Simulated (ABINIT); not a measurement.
Run report: ZrSe2, single-point calculation

- system: ZrSe2 (P-3m1, 3 atoms in the cell)
- method: Kohn-Sham DFT of a periodic cell, PBEsol, JTH PAW PBE v2.0, no spin polarisation (ABINIT 10.8.3)

The structure derives from an entry of the Crystallography Open Database.

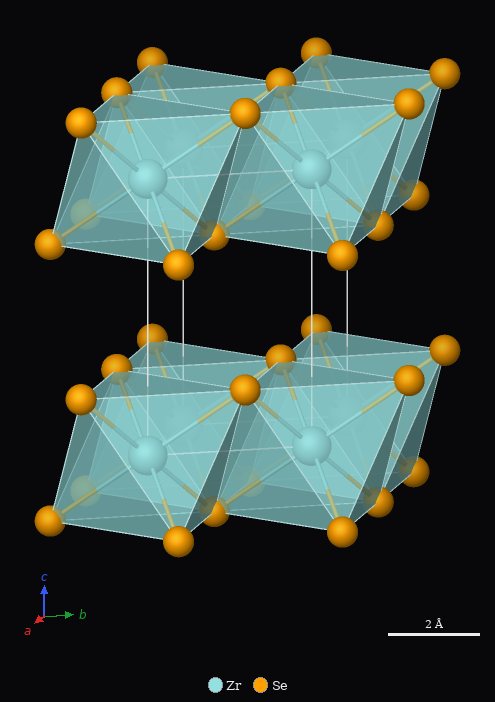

**Figure 1.** The structure (polyhedral view of the cell of the calculation, seen slightly off an axis; polyhedra are completed across the faces of the cell). An atom can appear more than once, as a periodic image.

Input file:
```
# Pseudopotentials
pp_dirpath "./"
pseudos "Zr.GGA_PBE-JTH.xml, Se.GGA_PBE-JTH.xml"

# Structure
acell 3*1.0
rprim
     7.1771798213     0.0000000000     0.0000000000
    -3.5885899107     6.2156200529     0.0000000000
     0.0000000000     0.0000000000    11.7011841637
ntypat 2
znucl 40 34
natom 3
typat 1 2 2
xcart
     0.0000000000     0.0000000000     0.0000000000
     3.5885899110     2.0718733507     8.7758881228
    -0.0000000004     4.1437467021     2.9252960409

# Plane-wave basis
ecut 10.0
pawecutdg 49.2
pawxcdev 0

# k points
kptopt 1
ngkpt 8 8 5
nshiftk 1
shiftk 0.0 0.0 0.0

# Exchange and correlation
ixc -116133

# Bands and occupations
nband 16
occopt 7
tsmear 0.1 eV

# SCF cycle
nstep 100
tolvrs 1.0e-9

# Output
iomode 3
prtwf 0
prtden 0
prteig 0
prtebands 0
enunit 1
```

Run on 1 thread of Arm Neoverse V2, 24 GiB of memory available, shared host.

Run as:
```bash
abinit run.abi > log 2>&1
```

What the program printed:
```
.Version 10.8.3 of ABINIT
 Symmetries : space group P-3 m 1 (#164); Bravais hP (primitive hexag.)
================================================================================
 Values of the parameters that define the memory need of the present run
     intxc =       0    ionmov =       0      iscf =      17    lmnmax =      18
     lnmax =       6     mgfft =      36  mpssoang =       3    mqgrid =    3695
     natom =       3  nloc_mem =       2    nspden =       1   nspinor =       1
    nsppol =       1      nsym =      12    n1xccc =       1    ntypat =       2
    occopt =       7   xclevel =       2
       mpw =         799          nfft =       20736          nkpt =          40
 PAW method is used; the additional fine FFT grid is defined by:
   mgfftf=        75    nfftf =    172800
================================================================================
================================================================================

--------------------------------------------------------------------------------
------------- Echo of variables that govern the present computation ------------
--------------------------------------------------------------------------------
 -outvars: echo values of preprocessed input variables --------
            acell      1.0000000000E+00  1.0000000000E+00  1.0000000000E+00 Bohr
              amu      9.12240000E+01  7.89600000E+01
             ecut      1.00000000E+01 Hartree
           enunit           1
              ixc     -116133
         kptrlatt        8    0    0      0    8    0      0    0    5
          kptrlen      5.74174386E+01
            natom           3
            nband          16
            ngfft          24      24      36
          ngfftdg          48      48      75
             nkpt          40
            nstep         100
             nsym          12
           ntypat           2
           occopt           7
        pawecutdg      4.92000000E+01 Hartree
         pawxcdev           0
           prtden           0
        prtebands           0
           prteig           0
            prtwf           0
            rprim      7.1771798213E+00  0.0000000000E+00  0.0000000000E+00
                      -3.5885899107E+00  6.2156200529E+00  0.0000000000E+00
                       0.0000000000E+00  0.0000000000E+00  1.1701184164E+01
          spgroup         164
           tolvrs      1.00000000E-09
           tsmear      3.67493222E-03 Hartree
            typat      1  2  2
           useylm           1
           xangst      0.0000000000E+00  0.0000000000E+00  0.0000000000E+00
                       1.8989999987E+00  1.0963881605E+00  4.6439999969E+00
                      -1.7639155420E-11  2.1927763209E+00  1.5479999989E+00
            xcart      0.0000000000E+00  0.0000000000E+00  0.0000000000E+00
                       3.5885899106E+00  2.0718733510E+00  8.7758881228E+00
                      -3.3333172836E-11  4.1437467019E+00  2.9252960409E+00
             xred      0.0000000000E+00  0.0000000000E+00  0.0000000000E+00
                       6.6666666667E-01  3.3333333333E-01  7.5000000000E-01
                       3.3333333333E-01  6.6666666667E-01  2.5000000000E-01
            znucl       40.00000   34.00000

================================================================================

 chkinp: Checking input parameters for consistency.

================================================================================
== DATASET  1 ==================================================================

--- !DatasetInfo
iteration_state: {dtset: 1, }
dimensions: {natom: 3, nkpt: 40, mband: 16, nsppol: 1, nspinor: 1, nspden: 1, mpw: 799, }
cutoff_energies: {ecut:  10.0, pawecutdg:  49.2, }
electrons: {nelect:   2.40000000E+01, charge:   0.00000000E+00, occopt:   7.00000000E+00, tsmear:   3.67493222E-03, }
meta: {optdriver: 0, ionmov: 0, optcell: 0, iscf: 17, paral_kgb: 0, }
...

 Real(R)+Recip(G) space primitive vectors, cartesian coordinates (Bohr,Bohr^-1):
 R(1)=  7.1771798  0.0000000  0.0000000  G(1)=  0.1393305  0.0804425  0.0000000
 R(2)= -3.5885899  6.2156201  0.0000000  G(2)=  0.0000000  0.1608850  0.0000000
 R(3)=  0.0000000  0.0000000 11.7011842  G(3)=  0.0000000  0.0000000  0.0854614
 Unit cell volume ucvol=  5.2199711E+02 bohr^3
 Angles (23,13,12)=  9.00000000E+01  9.00000000E+01  1.20000000E+02 degrees

 Coarse grid specifications (used for wave-functions):

 getcut: wavevector=  0.0000  0.0000  0.0000  ngfft=  24  24  36
         ecut(hartree)=     10.000   => boxcut(ratio)=   2.16126

 Fine grid specifications (used for densities):

 getcut: wavevector=  0.0000  0.0000  0.0000  ngfft=  48  48  75
         ecut(hartree)=     49.200   => boxcut(ratio)=   2.00288

--- Pseudopotential description ------------------------------------------------
- pspini: atom type   1  psp file is ./Zr.GGA_PBE-JTH.xml
 Pseudopotential format is: paw10
 basis_size (lnmax)=  6 (lmn_size= 18), orbitals=   0   0   1   1   2   2
 Spheres core radius: rc_sph= 2.22030268
 Shapefunction is BESSEL type: shapef(r,l)=aa(1,l)*jl(q(1,l)*r)+aa(2,l)*jl(q(2,l)*r)
 Radius for shape functions =  2.22030268
 Compensation charge density is not taken into account in XC energy/potential

- pspini: atom type   2  psp file is ./Se.GGA_PBE-JTH.xml
 Pseudopotential format is: paw10
 basis_size (lnmax)=  4 (lmn_size=  8), orbitals=   0   0   1   1
 Spheres core radius: rc_sph= 2.21132333
 Shapefunction is BESSEL type: shapef(r,l)=aa(1,l)*jl(q(1,l)*r)+aa(2,l)*jl(q(2,l)*r)
 Radius for shape functions =  2.00656599
 Compensation charge density is not taken into account in XC energy/potential

   1.87172840E+03                                ecore*ucvol(ha*bohr**3)
--------------------------------------------------------------------------------

================================================================================

--- !BeginCycle
iteration_state: {dtset: 1, }
solver: {iscf: 17, nstep: 100, nline: 4, wfoptalg: 10, }
tolerances: {tolvrs: 1.00E-09, }
...

     iter   Etot(hartree)      deltaE(h)  residm     nres2
 ETOT  1  -66.644704104303    -6.664E+01 3.794E-01 1.707E+01
 ETOT  2  -66.810124605738    -1.654E-01 9.974E-03 4.881E+00
 ETOT  3  -66.807744584889     2.380E-03 3.041E-03 1.311E+00
 ETOT  4  -66.807347780756     3.968E-04 1.227E-03 3.799E-02
 ETOT  5  -66.807283318124     6.446E-05 3.721E-04 4.440E-03
 ETOT  6  -66.807282169833     1.148E-06 7.756E-04 4.082E-04
 ETOT  7  -66.807281763839     4.060E-07 1.799E-04 7.033E-05
 ETOT  8  -66.807282271375    -5.075E-07 3.418E-04 1.840E-05
 ETOT  9  -66.807282324433    -5.306E-08 1.062E-04 1.099E-06
 ETOT 10  -66.807282326661    -2.228E-09 1.778E-04 9.178E-08
 ETOT 11  -66.807282327115    -4.544E-10 6.896E-05 2.310E-08
 ETOT 12  -66.807282327143    -2.720E-11 1.075E-04 6.302E-09
 ETOT 13  -66.807282327146    -2.885E-12 4.000E-05 2.170E-10

 At SCF step   13       nres2   =  2.17E-10 < tolvrs=  1.00E-09 =>converged.

 Cartesian components of stress tensor (hartree/bohr^3)
  sigma(1 1)=  7.88221510E-05  sigma(3 2)=  0.00000000E+00
  sigma(2 2)=  7.88221507E-05  sigma(3 1)=  0.00000000E+00
  sigma(3 3)=  8.37865499E-06  sigma(2 1)=  5.58911041E-14

--- !ResultsGS
iteration_state: {dtset: 1, }
comment   : Summary of ground state results
lattice_vectors:
- [  7.1771798,   0.0000000,   0.0000000, ]
- [ -3.5885899,   6.2156201,   0.0000000, ]
- [  0.0000000,   0.0000000,  11.7011842, ]
lattice_lengths: [   7.17718,    7.17718,   11.70118, ]
lattice_angles: [ 90.000,  90.000, 120.000, ] # degrees, (23, 13, 12)
lattice_volume:   5.2199711E+02
convergence: {deltae: -2.885E-12, res2:  2.170E-10, residm:  4.000E-05, diffor: null, }
etotal    :  -6.68072823E+01
entropy   :   0.00000000E+00
fermie    :   1.17105840E-01
cartesian_stress_tensor: # hartree/bohr^3
- [  7.88221510E-05,   5.58911041E-14,   0.00000000E+00, ]
- [  5.58911041E-14,   7.88221507E-05,   0.00000000E+00, ]
- [  0.00000000E+00,   0.00000000E+00,   8.37865499E-06, ]
pressure_GPa:  -1.6282E+00
xred      :
- [  0.0000E+00,   0.0000E+00,   0.0000E+00, Zr]
- [  6.6667E-01,   3.3333E-01,   7.5000E-01, Se]
- [  3.3333E-01,   6.6667E-01,   2.5000E-01, Se]
cartesian_forces: # hartree/bohr
- [ -1.50067034E-28,  -8.66412426E-29,  -0.00000000E+00, ]
- [  1.50067034E-28,   8.66412426E-29,  -1.83354947E-03, ]
- [ -2.24207754E-44,   0.00000000E+00,   1.83354947E-03, ]
force_length_stats: {min:   1.73282485E-28, max:   1.83354947E-03, mean:   1.22236631E-03, }
...

 Integrated electronic density in atomic spheres:
 ------------------------------------------------
 Atom  Sphere_radius  Integrated_density
    1        2.22030          8.91849225
    2        2.21132          3.99054731
    3        2.21132          3.99054731

================================================================================

 ----iterations are completed or convergence reached----

 Mean square residual over all n,k,spin=   10.794E-08; max=  39.998E-06
 reduced coordinates (array xred) for    3 atoms
       0.000000000000      0.000000000000      0.000000000000
       0.666666666667      0.333333333333      0.750000000002
       0.333333333333      0.666666666667      0.249999999998
 rms dE/dt=  1.0114E-02; max dE/dt=  2.1455E-02; dE/dt below (all hartree)
    1       0.000000000000      0.000000000000      0.000000000000
    2      -0.000000000000      0.000000000000      0.021454700014
    3      -0.000000000000      0.000000000000     -0.021454700014

 cartesian coordinates (angstrom) at end:
    1      0.00000000000000     0.00000000000000     0.00000000000000
    2      1.89899999869529     1.09638816046499     4.64399999686952
    3     -0.00000000001764     2.19277632092998     1.54799999893887

 cartesian forces (hartree/bohr) at end:
    1     -0.00000000000000    -0.00000000000000    -0.00000000000000
    2      0.00000000000000     0.00000000000000    -0.00183354946932
    3     -0.00000000000000     0.00000000000000     0.00183354946932
 frms,max,avg= 8.6434351E-04 1.8335495E-03   0.000E+00  0.000E+00  0.000E+00 h/b

 cartesian forces (eV/Angstrom) at end:
    1     -0.00000000000000    -0.00000000000000    -0.00000000000000
    2      0.00000000000000     0.00000000000000    -0.09428490459628
    3     -0.00000000000000     0.00000000000000     0.09428490459628
 frms,max,avg= 4.4446330E-02 9.4284905E-02   0.000E+00  0.000E+00  0.000E+00 e/A
 length scales=  1.000000000000  1.000000000000  1.000000000000 bohr
              =  0.529177210544  0.529177210544  0.529177210544 angstroms
 Fermi (or HOMO) energy (eV) =   3.18661   Average Vxc (eV)=  -9.87347
 Eigenvalues (   eV  ) for nkpt=  40  k points:
 kpt#   1, nband= 16, wtk=  0.00313, kpt=  0.0000  0.0000  0.0000 (reduced coord)
 -46.34322  -24.44167  -24.32951  -24.32951  -10.21226   -8.94425   -1.70869    0.28293
   0.28293    2.96969    2.96969    3.01737    4.04632    4.04632    4.56562    7.38373
 prteigrs : prtvol=0 or 1, do not print more k-points.

--- !EnergyTerms
iteration_state     : {dtset: 1, }
comment             : Components of total free energy in Hartree
kinetic             :  1.88299875098567E+01
hartree             :  1.71705500478306E+01
xc                  : -1.92192785204712E+01
Ewald energy        : -4.65199731973031E+01
psp_core            :  3.58570642238605E+00
local_psp           : -5.82876051060423E+01
PAW spherical_terms :  1.76333313338497E+01
internal            : -6.68072815098935E+01
'-kT*entropy'       : -1.91037719756436E-06
total_energy        : -6.68072834202707E+01
total_energy_eV     : -1.81791879319371E+03
...

--- !EnergyTermsDC
iteration_state     : {dtset: 1, }
comment             : '"Double-counting" decomposition of free energy'
band_energy         : -9.93952328930738E+00
Ewald energy        : -4.65199731973031E+01
psp_core            :  3.58570642238605E+00
xc_dc               : -2.15616082298061E+01
PAW spherical_terms :  7.62811787726220E+00
internal            : -6.68072804167683E+01
'-kT*entropy'       : -1.91037719756436E-06
total_energy_dc     : -6.68072823271455E+01
total_energy_dc_eV  : -1.81791876344826E+03
...

--- !EnergyTermsWithPAWCore
iteration_state     : {dtset: 1, }
comment             : 'Components of total free energy, including PAW core contributions'
Total energy        : -8.45380641394756E+03
Total energy DC     : -8.45380641285443E+03
Total energy (eV)   : -2.30039791578679E+05
Total energy DC (eV): -2.30039791548933E+05
...

 Cartesian components of stress tensor (hartree/bohr^3)
  sigma(1 1)=  7.88221510E-05  sigma(3 2)=  0.00000000E+00
  sigma(2 2)=  7.88221507E-05  sigma(3 1)=  0.00000000E+00
  sigma(3 3)=  8.37865499E-06  sigma(2 1)=  5.58911041E-14

-Cartesian components of stress tensor (GPa)         [Pressure= -1.6282E+00 GPa]
- sigma(1 1)=  2.31902775E+00  sigma(3 2)=  0.00000000E+00
- sigma(2 2)=  2.31902774E+00  sigma(3 1)=  0.00000000E+00
- sigma(3 3)=  2.46508541E-01  sigma(2 1)=  1.64437305E-09

== END DATASET(S) ==============================================================
================================================================================

 -outvars: echo values of variables after computation  --------
            acell      1.0000000000E+00  1.0000000000E+00  1.0000000000E+00 Bohr
           etotal     -6.6807282327E+01
            fcart     -1.5006703414E-28 -8.6641242556E-29 -0.0000000000E+00
                       1.5006703414E-28  8.6641242556E-29 -1.8335494693E-03
                      -2.2420775429E-44  0.0000000000E+00  1.8335494693E-03
            rprim      7.1771798213E+00  0.0000000000E+00  0.0000000000E+00
                      -3.5885899107E+00  6.2156200529E+00  0.0000000000E+00
                       0.0000000000E+00  0.0000000000E+00  1.1701184164E+01
           strten      7.8822150977E-05  7.8822150698E-05  8.3786549916E-06
                       0.0000000000E+00  0.0000000000E+00  5.5891104056E-14
           xangst      0.0000000000E+00  0.0000000000E+00  0.0000000000E+00
                       1.8989999987E+00  1.0963881605E+00  4.6439999969E+00
                      -1.7639155420E-11  2.1927763209E+00  1.5479999989E+00
             xred      0.0000000000E+00  0.0000000000E+00  0.0000000000E+00
                       6.6666666667E-01  3.3333333333E-01  7.5000000000E-01
                       3.3333333333E-01  6.6666666667E-01  2.5000000000E-01
 Calculation completed.
```

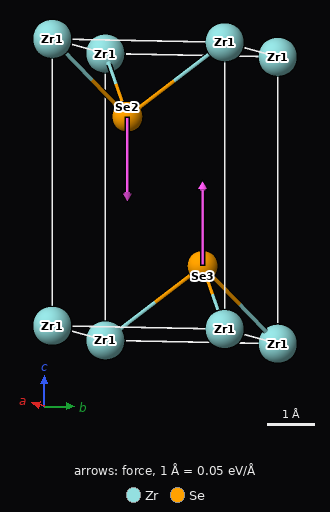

**Figure 2.** Forces on the atoms as pink arrows (ball-and-stick view of the cell of the calculation, seen at an oblique angle; atoms are numbered from 1 in the order of the input). The largest act on Se2, Se3 (0.09 eV/Å). The geometry is not a stationary point of this energy.

Key numbers:

| quantity | value |
| --- | --- |
| outcome | converged |
| space group (tolerance 0.01 Å) | P-3m1 (164) |
| electrons treated | 24 |
| free energy | −1817.9188 eV |
| Fermi energy | 3.187 eV |
| gap on the k-point mesh | 0.36 eV |
| pressure | −1.63 GPa |
| largest force (length of the vector) | 0.094 eV/Å |
| wall time | 26 s |
| peak memory | 0.14 GiB |

Remarks:

Points of doubt noted for this run: cutoff too low for stress.
